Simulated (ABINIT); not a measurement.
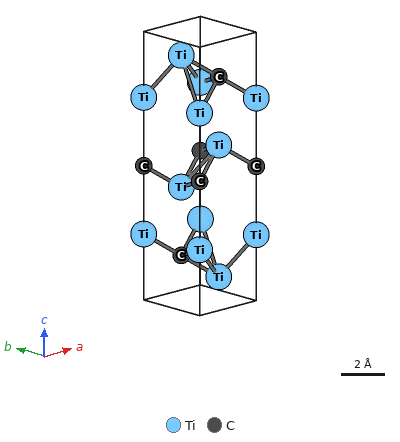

The starting structure (ball-and-stick view of the cell 3 times as large as that of the calculation, set on its symmetry axes, seen at an oblique angle). An atom can appear more than once, as a periodic image.

## Geometry relaxation, with input and output: Ti2C (part 1 of 4)

Ti2C (3 atoms in the cell), computed with Kohn-Sham DFT of a periodic cell, PBEsol, PseudoDojo NC SR PBEsol v0.4.1 standard, no spin polarisation (ABINIT 10.8.3).

The structure derives from a Materials Project entry.

### The input
```
pp_dirpath "./"
pseudos "Ti.upf, C.upf"

acell 3*1.0 Angstrom
rprim
     1.5406981810     0.8895225095     4.8137698526
    -1.5406981810     0.8895225095     4.8137698526
     0.0000000000    -1.7790450191     4.8137698526
ntypat 2
znucl 22 6
natom 3
typat 1 1 2
xred
     0.7545021700     0.7545021700     0.7545021700
     0.2454978300     0.2454978300     0.2454978300
     0.5000000000     0.5000000000     0.5000000000
chkprim 0
chksymtnons 0
tolsym 1.0e-6

ecut 42.0

kptopt 1
ngkpt 6 6 6
nshiftk 1
shiftk 0.0 0.0 0.0

ixc -116133

nband 18
occopt 3
tsmear 0.05 eV

nstep 100
tolvrs 1.0e-10

iomode 3
prtwf 0
prtden 0
prteig 0
prtebands 0
enunit 2

ionmov 2
ntime 60
tolmxf 0.0002
optcell 2
dilatmx 1.08
ecutsm 0.5
```

Hardware: 1 thread of Arm Neoverse V2, 24 GiB of memory available, shared host.

Run as:
```bash
abinit run.abi > log 2>&1
```

### Log
```
.Version 10.8.3 of ABINIT
 Symmetries : space group R-3 m (#166); Bravais hR (rhombohedral)
================================================================================
 Values of the parameters that define the memory need of the present run
     intxc =       0    ionmov =       2      iscf =       7    lmnmax =       6
     lnmax =       6     mgfft =      64  mpssoang =       3    mqgrid =    3001
     natom =       3  nloc_mem =       1    nspden =       1   nspinor =       1
    nsppol =       1      nsym =      12    n1xccc =    2501    ntypat =       2
    occopt =       3   xclevel =       2
       mpw =        4387          nfft =      262144          nkpt =          32
================================================================================
================================================================================

--------------------------------------------------------------------------------
------------- Echo of variables that govern the present computation ------------
--------------------------------------------------------------------------------
 -outvars: echo values of preprocessed input variables --------
            acell      1.8897261259E+00  1.8897261259E+00  1.8897261259E+00 Bohr
              amu      4.78800000E+01  1.20110000E+01
          chkprim           0
      chksymtnons           0
          dilatmx      1.08000000E+00
             ecut      4.20000000E+01 Hartree
           ecutsm      5.00000000E-01 Hartree
           enunit           2
           ionmov           2
              ixc     -116133
         kptrlatt        6    0    0      0    6    0      0    0    6
          kptrlen      3.49379713E+01
            natom           3
            nband          18
            ngfft          64      64      64
             nkpt          32
            nstep         100
             nsym          12
            ntime          60
           ntypat           2
           occopt           3
          optcell           2
           prtden           0
        prtebands           0
           prteig           0
            prtwf           0
            rprim      1.5406981810E+00  8.8952250950E-01  4.8137698526E+00
                      -1.5406981810E+00  8.8952250950E-01  4.8137698526E+00
                       0.0000000000E+00 -1.7790450191E+00  4.8137698526E+00
          spgroup         166
           tolmxf      2.00000000E-04
           tolsym      1.00000000E-06
           tolvrs      1.00000000E-10
           tsmear      1.83746611E-03 Hartree
            typat      1  1  2
           xangst     -5.1673746920E-17 -7.5450476654E-11  1.0895999399E+01
                       2.4898289518E-17 -2.4549849184E-11  3.5453101588E+00
                       0.0000000000E+00 -5.0000256990E-11  7.2206547789E+00
            xcart     -9.7649229578E-17 -1.4258073695E-10  2.0590454732E+01
                       4.7050948192E-17 -4.6392491390E-11  6.6996652315E+00
                       0.0000000000E+00 -9.4486791936E-11  1.3645059982E+01
             xred      7.5450217000E-01  7.5450217000E-01  7.5450217000E-01
                       2.4549783000E-01  2.4549783000E-01  2.4549783000E-01
                       5.0000000000E-01  5.0000000000E-01  5.0000000000E-01
            znucl       22.00000    6.00000

================================================================================

 chkinp: Checking input parameters for consistency.

================================================================================
== DATASET  1 ==================================================================

--- !DatasetInfo
iteration_state: {dtset: 1, }
dimensions: {natom: 3, nkpt: 32, mband: 18, nsppol: 1, nspinor: 1, nspden: 1, mpw: 4387, }
cutoff_energies: {ecut:  42.0, pawecutdg:  -1.0, }
electrons: {nelect:   2.80000000E+01, charge:   0.00000000E+00, occopt:   3.00000000E+00, tsmear:   1.83746611E-03, }
meta: {optdriver: 0, ionmov: 2, optcell: 2, iscf: 7, paral_kgb: 0, }
...

 Real(R)+Recip(G) space primitive vectors, cartesian coordinates (Bohr,Bohr^-1):
 R(1)=  2.9114976  1.6809539  9.0967067  G(1)=  0.1717329  0.0991501  0.0366433
 R(2)= -2.9114976  1.6809539  9.0967067  G(2)= -0.1717329  0.0991501  0.0366433
 R(3)=  0.0000000 -3.3619079  9.0967067  G(3)=  0.0000000 -0.1983001  0.0366433
 Unit cell volume ucvol=  2.6712079E+02 bohr^3
 Angles (23,13,12)=  3.49409414E+01  3.49409414E+01  3.49409414E+01 degrees

 getcut: wavevector=  0.0000  0.0000  0.0000  ngfft=  64  64  64
         ecut(hartree)=     48.989   => boxcut(ratio)=   2.09474

--- Pseudopotential description ------------------------------------------------
- pspini: atom type   1  psp file is ./Ti.upf
12 -116133 2 -1 1586                          pspcod,pspxc,lmax,lloc,mmax
     nproj     2     2     2

- pspini: atom type   2  psp file is ./C.upf
12 -116133 1 -1 1248                          pspcod,pspxc,lmax,lloc,mmax
     nproj     2     2     0

   9.48849890E+02                                ecore*ucvol(ha*bohr**3)
--------------------------------------------------------------------------------

================================================================================

=== [ionmov= 2] Broyden-Fletcher-Goldfarb-Shanno method (forces)
================================================================================

--- Iteration: ( 1/60) Internal Cycle: (1/1)
--------------------------------------------------------------------------------

---SELF-CONSISTENT-FIELD CONVERGENCE--------------------------------------------

--- !BeginCycle
iteration_state: {dtset: 1, itime: 1, icycle: 1, }
solver: {iscf: 7, nstep: 100, nline: 4, wfoptalg: 0, }
tolerances: {tolvrs: 1.00E-10, }
...

     iter   Etot(hartree)      deltaE(h)  residm     vres2
 ETOT  1  -124.06867814249    -1.241E+02 2.168E-01 1.500E+04
 ETOT  2  -123.59945954953     4.692E-01 1.157E-01 2.489E+04
 ETOT  3  -124.67639236608    -1.077E+00 1.801E-02 5.625E+01
 ETOT  4  -124.68385211682    -7.460E-03 1.000E-02 1.748E+01
 ETOT  5  -124.68374850008     1.036E-04 4.587E-03 1.268E+01
 ETOT  6  -124.68458443370    -8.359E-04 4.059E-03 1.864E+00
 ETOT  7  -124.68468436497    -9.993E-05 3.586E-03 1.039E-01
 ETOT  8  -124.68469390311    -9.538E-06 2.492E-03 4.478E-03
 ETOT  9  -124.68469582165    -1.919E-06 3.637E-03 1.818E-03
 ETOT 10  -124.68469642369    -6.020E-07 2.347E-03 3.549E-04
 ETOT 11  -124.68469662165    -1.980E-07 3.045E-03 1.224E-05
 ETOT 12  -124.68469668627    -6.462E-08 1.557E-03 4.586E-05
 ETOT 13  -124.68469670992    -2.365E-08 1.832E-03 9.396E-08
 ETOT 14  -124.68469671788    -7.966E-09 1.200E-03 4.894E-06
 ETOT 15  -124.68469672089    -3.009E-09 1.183E-03 3.176E-07
 ETOT 16  -124.68469672193    -1.034E-09 1.065E-03 9.444E-07
 ETOT 17  -124.68469672234    -4.087E-10 9.984E-04 3.534E-07
 ETOT 18  -124.68469672247    -1.340E-10 8.360E-04 5.146E-07
 ETOT 19  -124.68469672253    -5.875E-11 7.551E-04 2.065E-07
 ETOT 20  -124.68469672255    -1.738E-11 5.981E-04 1.599E-07
 ETOT 21  -124.68469672256    -1.482E-11 5.288E-04 4.304E-08
 ETOT 22  -124.68469672256    -3.197E-12 4.031E-04 3.241E-10
 ETOT 23  -124.68469672256     2.586E-12 3.537E-04 4.807E-08
 ETOT 24  -124.68469672257    -4.221E-12 3.416E-04 7.858E-09
 ETOT 25  -124.68469672256     3.453E-12 2.313E-04 4.822E-12

 At SCF step   25       vres2   =  4.82E-12 < tolvrs=  1.00E-10 =>converged.

 Cartesian components of stress tensor (hartree/bohr^3)
  sigma(1 1)=  1.59806585E-04  sigma(3 2)=  9.31859785E-14
  sigma(2 2)=  1.59806585E-04  sigma(3 1)=  0.00000000E+00
  sigma(3 3)=  1.26887729E-04  sigma(2 1)=  0.00000000E+00

--- !ResultsGS
iteration_state: {dtset: 1, itime: 1, icycle: 1, }
comment   : Summary of ground state results
lattice_vectors:
- [  2.9114976,   1.6809539,   9.0967067, ]
- [ -2.9114976,   1.6809539,   9.0967067, ]
- [  0.0000000,  -3.3619079,   9.0967067, ]
lattice_lengths: [   9.69807,    9.69807,    9.69807, ]
lattice_angles: [ 34.941,  34.941,  34.941, ] # degrees, (23, 13, 12)
lattice_volume:   2.6712079E+02
convergence: {deltae:  3.453E-12, res2:  4.822E-12, residm:  2.313E-04, diffor: null, }
etotal    :  -1.24684697E+02
entropy   :   0.00000000E+00
fermie    :   3.58844461E-01
cartesian_stress_tensor: # hartree/bohr^3
- [  1.59806585E-04,   0.00000000E+00,   0.00000000E+00, ]
- [  0.00000000E+00,   1.59806585E-04,   9.31859785E-14, ]
- [  0.00000000E+00,   9.31859785E-14,   1.26887729E-04, ]
pressure_GPa:  -4.3788E+00
xred      :
- [  7.5450E-01,   7.5450E-01,   7.5450E-01, Ti]
- [  2.4550E-01,   2.4550E-01,   2.4550E-01, Ti]
- [  5.0000E-01,   5.0000E-01,   5.0000E-01,  C]
cartesian_forces: # hartree/bohr
- [ -8.60181779E-20,  -4.29399760E-19,   3.75202483E-03, ]
- [  8.60181779E-20,   4.29399760E-19,  -3.75202483E-03, ]
- [ -0.00000000E+00,  -0.00000000E+00,  -0.00000000E+00, ]
force_length_stats: {min:   0.00000000E+00, max:   3.75202483E-03, mean:   2.50134989E-03, }
...

 Integrated electronic density in atomic spheres:
 ------------------------------------------------
 Atom  Sphere_radius  Integrated_density
    1        2.00000          9.52525230
    2        2.00000          9.52525230
    3        2.00000          3.99323773

---OUTPUT-----------------------------------------------------------------------

 Cartesian coordinates (xcart) [bohr]
 -9.76492295775079E-17 -1.42580736945456E-10  2.05904547321693E+01
  4.70509481919526E-17 -4.63924913901965E-11  6.69966523152715E+00
  0.00000000000000E+00 -9.44867919358940E-11  1.36450599818482E+01
 Reduced coordinates (xred)
  7.54502170000000E-01  7.54502170000000E-01  7.54502170000000E-01
  2.45497830000000E-01  2.45497830000000E-01  2.45497830000000E-01
  5.00000000000000E-01  5.00000000000000E-01  5.00000000000000E-01
 Cartesian forces (fcart) [Ha/bohr]; max,rms= 3.75202E-03 1.76872E-03 (free atoms)
 -8.60181778526077E-20 -4.29399759933103E-19  3.75202483394962E-03
  8.60181778526077E-20  4.29399759933103E-19 -3.75202483394962E-03
 -0.00000000000000E+00 -0.00000000000000E+00 -0.00000000000000E+00
 Gradient of E wrt nuclear positions in reduced coordinates (gred)
 -3.41310692750844E-02 -3.41310692750844E-02 -3.41310692750844E-02
  3.41310692750844E-02  3.41310692750844E-02  3.41310692750844E-02
  0.00000000000000E+00 -0.00000000000000E+00 -0.00000000000000E+00
 Scale of Primitive Cell (acell) [bohr]
  1.88972612590778E+00  1.88972612590778E+00  1.88972612590778E+00
 Real space primitive translations (rprimd) [bohr]
  2.91149760477430E+00  1.68095392578520E+00  9.09670665456547E+00
 -2.91149760477430E+00  1.68095392578520E+00  9.09670665456547E+00
  0.00000000000000E+00 -3.36190785175938E+00  9.09670665456547E+00
 Unitary Cell Volume (ucvol) [Bohr^3]=  2.67120788115302E+02
 Angles (23,13,12)= [degrees]
  3.49409414345644E+01  3.49409414345644E+01  3.49409414348249E+01
 Lengths [Bohr]
  9.69806663012969E+00  9.69806663012969E+00  9.69806663015558E+00
 Stress tensor in cartesian coordinates (strten) [Ha/bohr^3]
  1.59806584932530E-04  0.00000000000000E+00  0.00000000000000E+00
  0.00000000000000E+00  1.59806585143838E-04  9.31859785478295E-14
  0.00000000000000E+00  9.31859785478295E-14  1.26887729052907E-04
 Total energy (etotal) [Ha]= -1.24684696722563E+02

--- Iteration: ( 2/60) Internal Cycle: (1/1)
--------------------------------------------------------------------------------

---SELF-CONSISTENT-FIELD CONVERGENCE--------------------------------------------

--- !BeginCycle
iteration_state: {dtset: 1, itime: 2, icycle: 1, }
solver: {iscf: 7, nstep: 100, nline: 4, wfoptalg: 0, }
tolerances: {tolvrs: 1.00E-10, }
...

     iter   Etot(hartree)      deltaE(h)  residm     vres2
 ETOT  1  -124.67658311185    -1.247E+02 5.357E+02 2.506E+02
 ETOT  2  -124.67679020455    -2.071E-04 9.359E-01 1.444E+02
 ETOT  3  -124.68409075397    -7.301E-03 2.845E-01 2.672E+01
 ETOT  4  -124.68507344561    -9.827E-04 5.117E-02 3.358E-01
 ETOT  5  -124.68508871577    -1.527E-05 2.139E-03 1.016E-02
 ETOT  6  -124.68508893826    -2.225E-07 1.556E-02 9.273E-03
 ETOT  7  -124.68508923160    -2.933E-07 5.483E-04 7.315E-05
 ETOT  8  -124.68508924058    -8.981E-09 1.107E-02 3.322E-05
 ETOT  9  -124.68508924254    -1.959E-09 1.056E-03 1.487E-05
 ETOT 10  -124.68508924312    -5.795E-10 8.009E-03 1.376E-06
 ETOT 11  -124.68508924320    -8.315E-11 1.665E-03 1.840E-07
 ETOT 12  -124.68508924322    -1.774E-11 5.885E-03 5.831E-09
 ETOT 13  -124.68508924322    -5.699E-12 2.130E-03 2.549E-08
 ETOT 14  -124.68508924323    -3.652E-12 5.166E-03 2.264E-10
 ETOT 15  -124.68508924322     1.006E-11 2.043E-03 6.287E-10
 ETOT 16  -124.68508924322    -5.599E-12 4.458E-03 7.782E-12

 At SCF step   16       vres2   =  7.78E-12 < tolvrs=  1.00E-10 =>converged.

 Cartesian components of stress tensor (hartree/bohr^3)
  sigma(1 1)=  6.77452121E-05  sigma(3 2)=  9.50477759E-14
  sigma(2 2)=  6.77452124E-05  sigma(3 1)=  0.00000000E+00
  sigma(3 3)=  4.18052234E-05  sigma(2 1)=  0.00000000E+00

--- !ResultsGS
iteration_state: {dtset: 1, itime: 2, icycle: 1, }
comment   : Summary of ground state results
lattice_vectors:
- [  2.8975393,   1.6728951,   9.0620788, ]
- [ -2.8975393,   1.6728951,   9.0620788, ]
- [  0.0000000,  -3.3457902,   9.0620788, ]
lattice_lengths: [   9.66000,    9.66000,    9.66000, ]
lattice_angles: [ 34.909,  34.909,  34.909, ] # degrees, (23, 13, 12)
lattice_volume:   2.6355856E+02
convergence: {deltae: -5.599E-12, res2:  7.782E-12, residm:  4.458E-03, diffor: null, }
etotal    :  -1.24685089E+02
entropy   :   0.00000000E+00
fermie    :   3.64709155E-01
cartesian_stress_tensor: # hartree/bohr^3
- [  6.77452121E-05,   0.00000000E+00,   0.00000000E+00, ]
- [  0.00000000E+00,   6.77452124E-05,   9.50477759E-14, ]
- [  0.00000000E+00,   9.50477759E-14,   4.18052234E-05, ]
pressure_GPa:  -1.7387E+00
xred      :
- [  7.5464E-01,   7.5464E-01,   7.5464E-01, Ti]
- [  2.4536E-01,   2.4536E-01,   2.4536E-01, Ti]
- [  5.0000E-01,   5.0000E-01,   5.0000E-01,  C]
cartesian_forces: # hartree/bohr
- [ -1.09341604E-19,  -2.99905236E-19,   2.53898791E-04, ]
- [  1.02466286E-19,   2.63765164E-19,  -2.53898791E-04, ]
- [  6.87531814E-21,   3.61400724E-20,  -0.00000000E+00, ]
force_length_stats: {min:   3.67882431E-20, max:   2.53898791E-04, mean:   1.69265861E-04, }
...

 Integrated electronic density in atomic spheres:
 ------------------------------------------------
 Atom  Sphere_radius  Integrated_density
    1        2.00000          9.53635160
    2        2.00000          9.53635160
    3        2.00000          4.02642485

---OUTPUT-----------------------------------------------------------------------

 Cartesian coordinates (xcart) [bohr]
 -4.63064381758213E-18 -1.42062853978152E-10  2.05158121931920E+01
  3.68296982247259E-16 -4.61900240011209E-11  6.67042433007122E+00
  2.22044604925031E-16 -9.41262623399552E-11  1.35931182616316E+01
 Reduced coordinates (xred)
  7.54639656564330E-01  7.54639656564330E-01  7.54639656564330E-01
  2.45360343435670E-01  2.45360343435670E-01  2.45360343435671E-01
  5.00000000000000E-01  5.00000000000000E-01  5.00000000000000E-01
 Cartesian forces (fcart) [Ha/bohr]; max,rms= 2.53899E-04 1.19689E-04 (free atoms)
 -1.09341604245785E-19 -2.99905236145216E-19  2.53898791208897E-04
  1.02466286104159E-19  2.63765163729033E-19 -2.53898791208897E-04
  6.87531814162671E-21  3.61400724161835E-20 -0.00000000000000E+00
 Gradient of E wrt nuclear positions in reduced coordinates (gred)
 -2.30085086359189E-03 -2.30085086359189E-03 -2.30085086359190E-03
  2.30085086359189E-03  2.30085086359189E-03  2.30085086359189E-03
 -8.03800546647410E-20 -4.05370454953012E-20  1.20917100166846E-19
 Scale of Primitive Cell (acell) [bohr]
  9.65999922324899E+00  9.65999922324899E+00  9.65999922327476E+00
 Real space primitive translations (rprimd) [bohr]
  2.89753931008732E+00  1.67289510059055E+00  9.06207884108773E+00
 -2.89753931008732E+00  1.67289510059055E+00  9.06207884108773E+00
  0.00000000000000E+00 -3.34579020136936E+00  9.06207884108772E+00
 Unitary Cell Volume (ucvol) [Bohr^3]=  2.63558563947072E+02
 Angles (23,13,12)= [degrees]
  3.49094803914472E+01  3.49094803914472E+01  3.49094803917075E+01
 Lengths [Bohr]
  9.65999922324899E+00  9.65999922324899E+00  9.65999922327476E+00
 Stress tensor in cartesian coordinates (strten) [Ha/bohr^3]
  6.77452121347483E-05  0.00000000000000E+00  0.00000000000000E+00
  0.00000000000000E+00  6.77452123503119E-05  9.50477759399682E-14
  0.00000000000000E+00  9.50477759399682E-14  4.18052234133336E-05
 Total energy (etotal) [Ha]= -1.24685089243224E+02

 Difference of energy with previous step (new-old):
           Absolute (Ha)=-3.92521E-04
           Relative     =-3.14810E-06

--- Iteration: ( 3/60) Internal Cycle: (1/1)
--------------------------------------------------------------------------------

---SELF-CONSISTENT-FIELD CONVERGENCE--------------------------------------------

--- !BeginCycle
iteration_state: {dtset: 1, itime: 3, icycle: 1, }
solver: {iscf: 7, nstep: 100, nline: 4, wfoptalg: 0, }
tolerances: {tolvrs: 1.00E-10, }
...
```
